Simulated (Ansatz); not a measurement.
## Ir: single-point calculation (part 1 of 2)

System: Ir (slab, 16 atoms in the cell).
Method: DFT, PBE, plane waves, PAW, Ueff = 5 eV on Ir d, no spin polarisation (Ansatz 0.2.0).

The structure derives from an entry of the Crystallography Open Database. Figures and captions count atoms from 1; the log counts them from 0 in places.

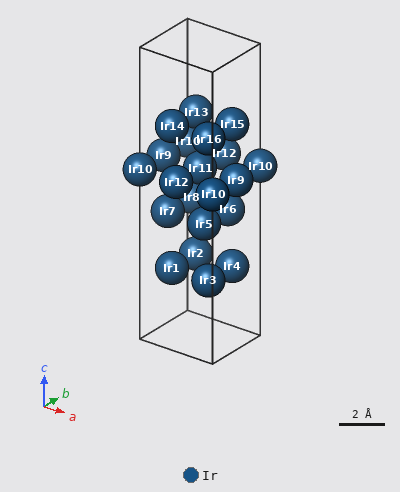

Figure 1. The structure as given in the input (spheres-only view of the cell of the calculation, with the vacuum cut short, seen slightly off an axis; atoms are numbered from 1 in the order of the input). An atom can appear more than once, as a periodic image.

## Input
```yaml
crystal:
  lattice:
    - [5.4739356049, 0.0, 0.0]
    - [-2.7369678025, 4.7405672925, 0.0]
    - [0.0, 0.0, 23.7041745585]
  atoms:
    - { symbol: Ir, position: [0.3333333333, 0.1666666667, 0.358586627] }
    - { symbol: Ir, position: [0.3333333333, 0.6666666667, 0.358586627] }
    - { symbol: Ir, position: [0.8333333333, 0.1666666667, 0.358586627] }
    - { symbol: Ir, position: [0.8333333333, 0.6666666667, 0.358586627] }
    - { symbol: Ir, position: [0.6666666667, 0.3333333333, 0.452862209] }
    - { symbol: Ir, position: [0.6666666667, 0.8333333333, 0.452862209] }
    - { symbol: Ir, position: [0.1666666667, 0.3333333333, 0.452862209] }
    - { symbol: Ir, position: [0.1666666667, 0.8333333333, 0.452862209] }
    - { symbol: Ir, position: [0.0, 0.5, 0.5455608432] }
    - { symbol: Ir, position: [0.0, 0.0, 0.5455608432] }
    - { symbol: Ir, position: [0.5, 0.5, 0.5455608432] }
    - { symbol: Ir, position: [0.5, 0.0, 0.5455608432] }
    - { symbol: Ir, position: [0.3333333333, 0.6666666667, 0.6380663597] }
    - { symbol: Ir, position: [0.3333333333, 0.1666666667, 0.6380663597] }
    - { symbol: Ir, position: [0.8333333333, 0.6666666667, 0.6380663597] }
    - { symbol: Ir, position: [0.8333333333, 0.1666666667, 0.6380663597] }
basis:
  ecutwfc: 420
kpoints:
  mp_grid: { grid: [6, 6, 1] }
hamiltonian:
  xc: pbe
  hubbard: { sites: [{ species: Ir, l: d, u_eff: 5.0 }], double_counting: amf }
scf:
  occupations: { method: gaussian, width: 0.1 }
  mixing: { preconditioner: kerker_dos }
  algorithm: density_mixing
output:
  forces: true
  eigenvalues: true
efield:
  axis: 3
  dipole_correction: true
  ramp_width: 0.04
```

Command:
```bash
ansatz run input.yaml --threads 4 --pin off --max-ram 10240MiB --backend cpu --events-out ev --progress --plain --runs-dir out
```

## The program's output
```
Ir: projections on atomic orbitals take those of the free atom [Kr 4d10 4f14] 5s2 5p6 5d7 6s2, of charge +0.00 (hamiltonian.pseudopotentials.projection_atoms); the dataset's partial waves leave at most 8.4e-5 of an orbital's norm unspanned inside its sphere
Engine: ansatz 0.2.0, x86_64-unknown-linux-gnu
Pseudopotentials: kind: paw
Pseudopotential: Ir, paw, valence charge 17, recommended cutoff 420 eV (normal), Ir.paw.azcp
Functional definition: PBE
  parameter kappa = 0.804
  parameter beta = 0.06672455060314922
  exchange = pbe_x(kappa = kappa, mu = beta*pi^2/3)
  correlation = pbe_c(beta = beta)
Crystal: 16 atoms, lattice volume = 615.113 Å³
Basis set: ecut = 420 eV, 11977 PW (Γ), exchange–correlation on 80×80×320 points (8 copies of the dense FFT grid, shifted against one another)
Bands: 164, of which v1, the nominal top of the filled ones, is band 136 counted from 1 (135 counted from 0)
Symmetry: 24 space group operations
Space group: P3m1 (ITA 156), of the structure as read, at distance tolerance 8.5e-5 Å
k-points: 7 of 36 (time reversal used)
Non-local potential: Ir, projectors of the file, l = 0: 3, l = 1: 2, l = 2: 2, l = 3: 1
PAW form: soft (Blöchl's): semilocal exchange-correlation on the pseudo side does not see the compensation charge
PAW one-centre angular grid: Ir, 590 points (default); XC on 64 Gauss nodes
Initial density: superposition of atomic densities (neutral atoms: chi_scale 0, normalization atom)
Initial wavefunctions: pseudopotential atomic-orbital guess
Functional: x = pbe(κ = 0.804, μ = 0.2195149727645171), c = pbe(β = 0.06672455060314922)
iter 1 solved again at ethr=2.63e-3 eV; its pass at ethr=3.10e-3 eV (dr2=7.14e0 eV) is discarded
SCF iter   1: F=—  HF=-190959.533159 eV  |F-HF|=—  |Δ(HF+E_count)|=         —  Δρ=3.07e-2  dr2=7.12e0  ethr=2.63e-3  p=0.000 e·Å  D=4.96e-7 V/Å  ΔV_dip=-0.00 eV  dr2_dipole=3.50e-2  V_vac-E_F(+/−)=6.56/6.56 eV  ⟨swp⟩=2.0  Hψ=6250  notcnv=0
efield: sawtooth ramp at fractional position 0.9783 (placed from the atoms, in the widest stretch of the axis that holds none; the zero of the levels goes with the place), width 0.0400; the density the first Hamiltonian is built on has a dipole p = 0.000 e·Å; the dipole correction subtracts the counter field D = 4.96e-7 V/Å, which shifts the + side's vacuum level by -0.00 eV against the − side's; the planar-averaged density in the ramp window peaks in size at 7.1e-7 e/Å³
SCF iter   2: F=—  HF=-190958.977461 eV  |F-HF|=—  |Δ(HF+E_count)|=   5.56e-1  Δρ=2.04e-2  dr2=1.20e1  ethr=2.62e-3  p=0.000 e·Å  D=5.92e-7 V/Å  ΔV_dip=-0.00 eV  dr2_dipole=3.75e-2  V_vac-E_F(+/−)=6.68/6.68 eV  ⟨swp⟩=2.0  Hψ=1814  notcnv=0  κ⁻¹=1.0e0(r=1)
SCF iter   3: F=—  HF=-190958.872452 eV  |F-HF|=—  |Δ(HF+E_count)|=   1.05e-1  Δρ=1.50e-2  dr2=3.29e0  ethr=2.62e-3  p=0.000 e·Å  D=9.24e-7 V/Å  ΔV_dip=-0.00 eV  dr2_dipole=4.36e-3  V_vac-E_F(+/−)=6.75/6.75 eV  ⟨swp⟩=1.0  Hψ=1323  notcnv=0  κ⁻¹=3.1e-2(r=2)
SCF iter   4: F=—  HF=-190959.196787 eV  |F-HF|=—  |Δ(HF+E_count)|=   3.24e-1  Δρ=8.11e-3  dr2=2.17e0  ethr=1.21e-3  p=0.000 e·Å  D=7.39e-6 V/Å  ΔV_dip=-0.00 eV  dr2_dipole=5.56e-2  V_vac-E_F(+/−)=6.84/6.84 eV  ⟨swp⟩=2.0  Hψ=1609  notcnv=0  defer=10  κ⁻¹=1.0e-2(r=3)
SCF iter   5: F=—  HF=-190959.302329 eV  |F-HF|=—  |Δ(HF+E_count)|=   1.06e-1  Δρ=6.58e-3  dr2=2.08e0  ethr=7.98e-4  p=0.000 e·Å  D=8.82e-6 V/Å  ΔV_dip=-0.00 eV  dr2_dipole=4.05e-2  V_vac-E_F(+/−)=6.79/6.79 eV  ⟨swp⟩=1.0  Hψ=1323  notcnv=0  defer=105  κ⁻¹=5.0e-3(r=4)
SCF iter   6: F=—  HF=-190959.299820 eV  |F-HF|=—  |Δ(HF+E_count)|=   2.51e-3  Δρ=4.76e-3  dr2=1.44e0  ethr=7.63e-4  p=0.000 e·Å  D=1.05e-5 V/Å  ΔV_dip=-0.00 eV  dr2_dipole=4.84e-3  V_vac-E_F(+/−)=6.72/6.72 eV  ⟨swp⟩=1.4  Hψ=1071  notcnv=0  defer=105  κ⁻¹=8.2e-4(r=5)
SCF iter   7: F=—  HF=-190959.190345 eV  |F-HF|=—  |Δ(HF+E_count)|=   1.09e-1  Δρ=3.70e-3  dr2=5.20e-1  ethr=5.28e-4  p=0.000 e·Å  D=1.79e-5 V/Å  ΔV_dip=-0.00 eV  dr2_dipole=1.18e-2  V_vac-E_F(+/−)=6.59/6.59 eV  ⟨swp⟩=2.0  Hψ=1256  notcnv=0  defer=105  κ⁻¹=5.5e-4(r=6)
SCF iter   8: F=—  HF=-190959.195676 eV  |F-HF|=—  |Δ(HF+E_count)|=   5.33e-3  Δρ=2.34e-3  dr2=2.68e-1  ethr=1.91e-4  p=0.000 e·Å  D=2.81e-5 V/Å  ΔV_dip=-0.00 eV  dr2_dipole=4.84e-3  V_vac-E_F(+/−)=6.56/6.56 eV  ⟨swp⟩=1.1  Hψ=1324  notcnv=0  defer=108  κ⁻¹=2.4e-4(r=7)
SCF iter   9: F=—  HF=-190959.206016 eV  |F-HF|=—  |Δ(HF+E_count)|=   1.03e-2  Δρ=2.02e-3  dr2=2.47e-1  ethr=9.84e-5  p=0.000 e·Å  D=5.44e-5 V/Å  ΔV_dip=-0.00 eV  dr2_dipole=2.04e-2  V_vac-E_F(+/−)=6.51/6.52 eV  ⟨swp⟩=1.9  Hψ=1237  notcnv=0  defer=108  κ⁻¹=8.1e-5(r=8)
SCF iter  10: F=—  HF=-190959.187185 eV  |F-HF|=—  |Δ(HF+E_count)|=   1.88e-2  Δρ=1.98e-3  dr2=1.87e-1  ethr=9.09e-5  p=0.000 e·Å  D=1.06e-4 V/Å  ΔV_dip=-0.00 eV  dr2_dipole=2.45e-3  V_vac-E_F(+/−)=6.39/6.39 eV  ⟨swp⟩=2.0  Hψ=1145  notcnv=0  defer=108  κ⁻¹=2.1e-4(r=8)
SCF iter  11: F=—  HF=-190959.185249 eV  |F-HF|=—  |Δ(HF+E_count)|=   1.94e-3  Δρ=8.03e-4  dr2=6.62e-2  ethr=6.87e-5  p=0.001 e·Å  D=1.70e-4 V/Å  ΔV_dip=-0.00 eV  dr2_dipole=3.43e-3  V_vac-E_F(+/−)=6.34/6.34 eV  ⟨swp⟩=1.6  Hψ=1070  notcnv=0  defer=108  κ⁻¹=3.3e-4(r=8)
SCF iter  12: F=—  HF=-190959.176147 eV  |F-HF|=—  |Δ(HF+E_count)|=   9.10e-3  Δρ=7.12e-4  dr2=4.54e-2  ethr=2.43e-5  p=0.001 e·Å  D=2.41e-4 V/Å  ΔV_dip=-0.01 eV  dr2_dipole=4.44e-4  V_vac-E_F(+/−)=6.27/6.28 eV  ⟨swp⟩=2.1  Hψ=1155  notcnv=0  defer=108  κ⁻¹=3.7e-4(r=8)
SCF iter  13: F=—  HF=-190959.167434 eV  |F-HF|=—  |Δ(HF+E_count)|=   8.71e-3  Δρ=6.58e-4  dr2=4.73e-2  ethr=1.67e-5  p=0.001 e·Å  D=3.82e-4 V/Å  ΔV_dip=-0.01 eV  dr2_dipole=1.41e-4  V_vac-E_F(+/−)=6.16/6.18 eV  ⟨swp⟩=2.1  Hψ=1178  notcnv=0  defer=108  κ⁻¹=2.6e-4(r=8)
SCF iter  14: F=—  HF=-190959.167346 eV  |F-HF|=—  |Δ(HF+E_count)|=   8.77e-5  Δρ=5.91e-4  dr2=2.85e-2  ethr=1.67e-5  p=0.002 e·Å  D=5.05e-4 V/Å  ΔV_dip=-0.01 eV  dr2_dipole=2.12e-6  V_vac-E_F(+/−)=6.05/6.08 eV  ⟨swp⟩=2.0  Hψ=1085  notcnv=0  defer=108  κ⁻¹=1.9e-4(r=8)
SCF iter  15: F=—  HF=-190959.172126 eV  |F-HF|=—  |Δ(HF+E_count)|=   4.78e-3  Δρ=5.67e-4  dr2=2.19e-2  ethr=1.05e-5  p=0.002 e·Å  D=6.57e-4 V/Å  ΔV_dip=-0.02 eV  dr2_dipole=1.93e-4  V_vac-E_F(+/−)=5.86/5.90 eV  ⟨swp⟩=2.7  Hψ=1240  notcnv=0  defer=108  κ⁻¹=1.5e-4(r=8)
SCF iter  16: F=—  HF=-190959.173988 eV  |F-HF|=—  |Δ(HF+E_count)|=   1.86e-3  Δρ=4.19e-4  dr2=1.50e-2  ethr=8.05e-6  p=0.002 e·Å  D=6.32e-4 V/Å  ΔV_dip=-0.01 eV  dr2_dipole=3.23e-5  V_vac-E_F(+/−)=5.80/5.84 eV  ⟨swp⟩=1.9  Hψ=1175  notcnv=0  defer=108  κ⁻¹=1.6e-4(r=8)
SCF iter  17: F=—  HF=-190959.176500 eV  |F-HF|=—  |Δ(HF+E_count)|=   2.51e-3  Δρ=4.27e-4  dr2=7.46e-3  ethr=5.50e-6  p=0.001 e·Å  D=4.20e-4 V/Å  ΔV_dip=-0.01 eV  dr2_dipole=4.48e-4  V_vac-E_F(+/−)=5.55/5.58 eV  ⟨swp⟩=3.0  Hψ=1273  notcnv=0  defer=108  κ⁻¹=1.1e-3(r=8)
SCF iter  18: F=—  HF=-190959.176691 eV  |F-HF|=—  |Δ(HF+E_count)|=   1.90e-4  Δρ=4.13e-4  dr2=4.72e-3  ethr=2.74e-6  p=0.001 e·Å  D=2.93e-4 V/Å  ΔV_dip=-0.01 eV  dr2_dipole=1.11e-4  V_vac-E_F(+/−)=5.41/5.44 eV  ⟨swp⟩=2.0  Hψ=1185  notcnv=0  defer=108  κ⁻¹=1.8e-3(r=8)
SCF iter  19: F=—  HF=-190959.178440 eV  |F-HF|=—  |Δ(HF+E_count)|=   1.75e-3  Δρ=3.73e-4  dr2=2.94e-3  ethr=1.73e-6  p=0.000 e·Å  D=7.93e-5 V/Å  ΔV_dip=-0.00 eV  dr2_dipole=8.64e-6  V_vac-E_F(+/−)=5.34/5.36 eV  ⟨swp⟩=2.1  Hψ=1184  notcnv=0  defer=108  κ⁻¹=9.7e-3(r=8)
SCF iter  20: F=—  HF=-190959.180850 eV  |F-HF|=—  |Δ(HF+E_count)|=   2.41e-3  Δρ=1.98e-4  dr2=1.15e-3  ethr=1.08e-6  p=-0.001 e·Å  D=-1.49e-4 V/Å  ΔV_dip=0.00 eV  dr2_dipole=1.50e-4  V_vac-E_F(+/−)=5.28/5.28 eV  ⟨swp⟩=1.9  Hψ=1087  notcnv=0  defer=108  κ⁻¹=3.6e-3(r=8)
SCF iter  21: F=—  HF=-190959.182838 eV  |F-HF|=—  |Δ(HF+E_count)|=   1.99e-3  Δρ=1.85e-4  dr2=4.10e-4  ethr=4.22e-7  p=-0.001 e·Å  D=-2.76e-4 V/Å  ΔV_dip=0.01 eV  dr2_dipole=1.19e-6  V_vac-E_F(+/−)=5.24/5.23 eV  ⟨swp⟩=2.0  Hψ=1277  notcnv=0  defer=108  κ⁻¹=1.0e-3(r=8)
SCF iter  22: F=—  HF=-190959.184647 eV  |F-HF|=—  |Δ(HF+E_count)|=   1.81e-3  Δρ=1.03e-4  dr2=1.33e-4  ethr=1.51e-7  p=-0.001 e·Å  D=-3.47e-4 V/Å  ΔV_dip=0.01 eV  dr2_dipole=1.83e-7  V_vac-E_F(+/−)=5.19/5.18 eV  ⟨swp⟩=2.3  Hψ=1467  notcnv=0  defer=108  κ⁻¹=2.5e-4(r=8)
SCF iter  23: F=—  HF=-190959.184914 eV  |F-HF|=—  |Δ(HF+E_count)|=   2.67e-4  Δρ=3.12e-5  dr2=1.74e-5  ethr=4.88e-8  p=-0.001 e·Å  D=-3.23e-4 V/Å  ΔV_dip=0.01 eV  dr2_dipole=8.56e-6  V_vac-E_F(+/−)=5.19/5.19 eV  ⟨swp⟩=2.9  Hψ=1459  notcnv=0  defer=108  κ⁻¹=7.9e-4(r=8)
SCF iter  24: F=—  HF=-190959.185793 eV  |F-HF|=—  |Δ(HF+E_count)|=   8.79e-4  Δρ=2.35e-5  dr2=3.35e-6  ethr=6.41e-9  p=-0.001 e·Å  D=-2.88e-4 V/Å  ΔV_dip=0.01 eV  dr2_dipole=7.09e-7  V_vac-E_F(+/−)=5.19/5.18 eV  ⟨swp⟩=3.3  Hψ=1696  notcnv=0  defer=108  κ⁻¹=2.8e-4(r=8)
SCF iter  25: F=—  HF=-190959.185834 eV  |F-HF|=—  |Δ(HF+E_count)|=   4.06e-5  Δρ=9.55e-6  dr2=1.22e-6  ethr=1.23e-9  p=-0.001 e·Å  D=-2.40e-4 V/Å  ΔV_dip=0.01 eV  dr2_dipole=5.24e-7  V_vac-E_F(+/−)=5.19/5.18 eV  ⟨swp⟩=3.3  Hψ=1606  notcnv=0  defer=108  κ⁻¹=4.6e-4(r=8)
SCF iter  26: F=—  HF=-190959.185853 eV  |F-HF|=—  |Δ(HF+E_count)|=   1.97e-5  Δρ=4.94e-6  dr2=6.04e-7  ethr=4.49e-10  p=-0.001 e·Å  D=-1.94e-4 V/Å  ΔV_dip=0.00 eV  dr2_dipole=4.71e-7  V_vac-E_F(+/−)=5.18/5.18 eV  ⟨swp⟩=3.6  Hψ=1601  notcnv=0  defer=108  κ⁻¹=1.8e-5(r=8)
SCF iter  27: F=—  HF=-190959.185848 eV  |F-HF|=—  |Δ(HF+E_count)|=   5.03e-6  Δρ=3.81e-6  dr2=1.65e-6  ethr=2.22e-10  p=-0.000 e·Å  D=-1.04e-4 V/Å  ΔV_dip=0.00 eV  dr2_dipole=2.85e-8  V_vac-E_F(+/−)=5.18/5.18 eV  ⟨swp⟩=3.6  Hψ=1607  notcnv=0  defer=108  κ⁻¹=4.8e-5(r=8)
SCF iter  28: F=—  HF=-190959.185859 eV  |F-HF|=—  |Δ(HF+E_count)|=   1.01e-5  Δρ=3.07e-6  dr2=7.43e-7  ethr=2.22e-10  p=-0.000 e·Å  D=-1.01e-4 V/Å  ΔV_dip=0.00 eV  dr2_dipole=2.39e-8  V_vac-E_F(+/−)=5.18/5.18 eV  ⟨swp⟩=3.4  Hψ=1503  notcnv=0  defer=108  κ⁻¹=1.2e-5(r=8)
SCF iter  29: F=—  HF=-190959.185860 eV  |F-HF|=—  |Δ(HF+E_count)|=   9.45e-7  Δρ=2.90e-6  dr2=4.09e-7  ethr=2.22e-10  p=-0.000 e·Å  D=-9.18e-5 V/Å  ΔV_dip=0.00 eV  dr2_dipole=8.41e-8  V_vac-E_F(+/−)=5.18/5.18 eV  ⟨swp⟩=2.6  Hψ=1135  notcnv=0  defer=108  κ⁻¹=1.5e-5(r=8)
SCF iter  30: F=—  HF=-190959.185859 eV  |F-HF|=—  |Δ(HF+E_count)|=   1.02e-6  Δρ=3.50e-6  dr2=1.11e-6  ethr=1.50e-10  p=-0.000 e·Å  D=-5.02e-5 V/Å  ΔV_dip=0.00 eV  dr2_dipole=1.32e-8  V_vac-E_F(+/−)=5.18/5.18 eV  ⟨swp⟩=2.3  Hψ=1160  notcnv=0  defer=108  κ⁻¹=5.2e-5(r=8)
SCF iter  31: F=—  HF=-190959.185854 eV  |F-HF|=—  |Δ(HF+E_count)|=   4.61e-6  Δρ=3.15e-6  dr2=1.01e-6  ethr=1.50e-10  p=0.000 e·Å  D=1.81e-5 V/Å  ΔV_dip=-0.00 eV  dr2_dipole=7.62e-8  V_vac-E_F(+/−)=5.18/5.18 eV  ⟨swp⟩=2.9  Hψ=1312  notcnv=0  defer=108  κ⁻¹=6.8e-5(r=8)
SCF iter  32: F=—  HF=-190959.185852 eV  |F-HF|=—  |Δ(HF+E_count)|=   1.87e-6  Δρ=3.22e-6  dr2=1.02e-6  ethr=1.50e-10  p=0.000 e·Å  D=3.59e-5 V/Å  ΔV_dip=-0.00 eV  dr2_dipole=9.74e-8  V_vac-E_F(+/−)=5.18/5.19 eV  ⟨swp⟩=3.3  Hψ=1280  notcnv=0  defer=108  κ⁻¹=5.9e-4(r=8)
SCF iter  33: F=—  HF=-190959.185852 eV  |F-HF|=—  |Δ(HF+E_count)|=   3.42e-8  Δρ=3.22e-6  dr2=1.03e-6  ethr=1.50e-10  p=0.000 e·Å  D=3.54e-5 V/Å  ΔV_dip=-0.00 eV  dr2_dipole=9.72e-8  V_vac-E_F(+/−)=5.18/5.19 eV  ⟨swp⟩=1.0  Hψ=1029  notcnv=0  defer=108  κ⁻¹=5.7e-6(r=8)
SCF iter  34: F=—  HF=-190959.185854 eV  |F-HF|=—  |Δ(HF+E_count)|=   1.56e-6  Δρ=3.55e-6  dr2=7.91e-7  ethr=1.50e-10  p=0.000 e·Å  D=3.88e-5 V/Å  ΔV_dip=-0.00 eV  dr2_dipole=3.87e-8  V_vac-E_F(+/−)=5.18/5.19 eV  ⟨swp⟩=2.3  Hψ=1070  notcnv=0  defer=108  κ⁻¹=5.3e-6(r=8)
SCF iter  35: F=—  HF=-190959.185854 eV  |F-HF|=—  |Δ(HF+E_count)|=   2.32e-7  Δρ=3.52e-6  dr2=8.15e-7  ethr=1.50e-10  p=0.000 e·Å  D=4.50e-5 V/Å  ΔV_dip=-0.00 eV  dr2_dipole=4.60e-8  V_vac-E_F(+/−)=5.18/5.19 eV  ⟨swp⟩=2.3  Hψ=1075  notcnv=0  defer=108  κ⁻¹=1.5e-5(r=8)
SCF iter  36: F=—  HF=-190959.185854 eV  |F-HF|=—  |Δ(HF+E_count)|=   5.62e-7  Δρ=3.52e-6  dr2=8.45e-7  ethr=1.50e-10  p=0.000 e·Å  D=4.59e-5 V/Å  ΔV_dip=-0.00 eV  dr2_dipole=5.19e-8  V_vac-E_F(+/−)=5.18/5.19 eV  ⟨swp⟩=2.1  Hψ=1060  notcnv=0  defer=108  κ⁻¹=2.3e-5(r=8)
SCF iter  37: F=—  HF=-190959.185856 eV  |F-HF|=—  |Δ(HF+E_count)|=   1.73e-6  Δρ=3.27e-6  dr2=8.30e-7  ethr=1.50e-10  p=0.000 e·Å  D=3.50e-5 V/Å  ΔV_dip=-0.00 eV  dr2_dipole=3.82e-8  V_vac-E_F(+/−)=5.18/5.18 eV  ⟨swp⟩=3.1  Hψ=1243  notcnv=0  defer=108  κ⁻¹=2.1e-5(r=8)
SCF iter  38: F=—  HF=-190959.185854 eV  |F-HF|=—  |Δ(HF+E_count)|=   1.96e-6  Δρ=3.15e-6  dr2=5.78e-7  ethr=1.50e-10  p=0.000 e·Å  D=5.45e-5 V/Å  ΔV_dip=-0.00 eV  dr2_dipole=2.62e-8  V_vac-E_F(+/−)=5.18/5.19 eV  ⟨swp⟩=3.3  Hψ=1215  notcnv=0  defer=108  κ⁻¹=4.7e-5(r=8)
SCF iter  39: F=—  HF=-190959.185856 eV  |F-HF|=—  |Δ(HF+E_count)|=   1.46e-6  Δρ=4.26e-6  dr2=5.42e-7  ethr=1.50e-10  p=0.000 e·Å  D=5.61e-5 V/Å  ΔV_dip=-0.00 eV  dr2_dipole=8.84e-9  V_vac-E_F(+/−)=5.18/5.19 eV  ⟨swp⟩=2.7  Hψ=1299  notcnv=0  defer=108  κ⁻¹=5.3e-5(r=8)
SCF iter  40: F=—  HF=-190959.185858 eV  |F-HF|=—  |Δ(HF+E_count)|=   2.33e-6  Δρ=5.08e-6  dr2=7.97e-7  ethr=1.50e-10  p=0.000 e·Å  D=6.61e-5 V/Å  ΔV_dip=-0.00 eV  dr2_dipole=3.51e-8  V_vac-E_F(+/−)=5.18/5.19 eV  ⟨swp⟩=2.6  Hψ=1148  notcnv=0  defer=108  κ⁻¹=9.5e-5(r=8)
SCF iter  41: F=—  HF=-190959.185858 eV  |F-HF|=—  |Δ(HF+E_count)|=   3.60e-7  Δρ=3.02e-6  dr2=5.41e-7  ethr=1.50e-10  p=0.000 e·Å  D=6.99e-5 V/Å  ΔV_dip=-0.00 eV  dr2_dipole=2.74e-8  V_vac-E_F(+/−)=5.18/5.19 eV  ⟨swp⟩=3.3  Hψ=1499  notcnv=0  defer=108  κ⁻¹=3.1e-3(r=8)
SCF iter  42: F=—  HF=-190959.185863 eV  |F-HF|=—  |Δ(HF+E_count)|=   4.39e-6  Δρ=2.96e-6  dr2=2.10e-7  ethr=1.50e-10  p=0.000 e·Å  D=1.08e-4 V/Å  ΔV_dip=-0.00 eV  dr2_dipole=1.01e-8  V_vac-E_F(+/−)=5.18/5.18 eV  ⟨swp⟩=2.4  Hψ=1159  notcnv=0  defer=108  κ⁻¹=2.9e-3(r=8)
iter 43 met the thresholds in force, and the SCF goes on: an eigenvalue changes by 11.24 meV, over its tolerance of 10.00 meV (output.eigenvalues, Limitations)
SCF iter  43: F=-190959.185867 eV  HF=-190959.185865 eV  |F-HF|=1.26e-6  |Δ(HF+E_count)|=   2.62e-6  Δρ=2.60e-6  dr2=7.69e-8  ethr=3.68e-11  p=0.000 e·Å  D=1.36e-4 V/Å  ΔV_dip=-0.00 eV  dr2_dipole=8.67e-10  V_vac-E_F(+/−)=5.18/5.18 eV  ⟨swp⟩=12.6  Hψ=5004  notcnv=0  κ⁻¹=3.2e-3(r=8)
iter 44 met the thresholds in force, and the SCF goes on: an eigenvalue changes by 32.43 meV, over its tolerance of 10.00 meV (output.eigenvalues, Limitations)
SCF iter  44: F=-190959.185867 eV  HF=-190959.185866 eV  |F-HF|=1.01e-6  |Δ(HF+E_count)|=   2.12e-7  Δρ=1.31e-6  dr2=9.67e-8  ethr=2.83e-11  p=0.001 e·Å  D=1.54e-4 V/Å  ΔV_dip=-0.00 eV  dr2_dipole=1.70e-8  V_vac-E_F(+/−)=5.18/5.19 eV  ⟨swp⟩=8.3  Hψ=4489  notcnv=0
```
